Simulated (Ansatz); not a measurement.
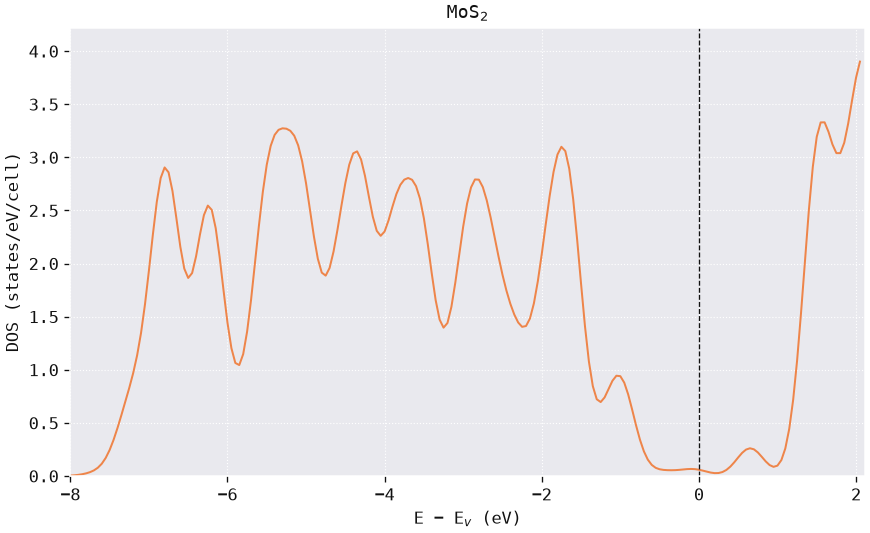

Density of states. Energies are counted from the top of the valence band. The curve is built from the levels of the k mesh with Gaussians 0.4 eV wide, which also blur the band edges.

Structure: MoS$_{2}$, space group R3m, 3 atoms in the cell, 3R (MoS2) bulk type, epitaxial (xy) strain +3.6%.

Method: DFT, HSE06, plane waves, PAW, no spin polarisation, 6×6×6 k mesh, 420 eV cutoff (Ansatz).

Is there a gap at the Fermi level, and how wide?

Answer. There is a gap; over the k points computed it is 0.65 eV (indirect; the smallest direct gap is 1.71 eV).

The atoms aren't at rest in this cell (largest force 0.4 eV/Å), so the relaxed material can differ. The cell is at −8 GPa in this functional.
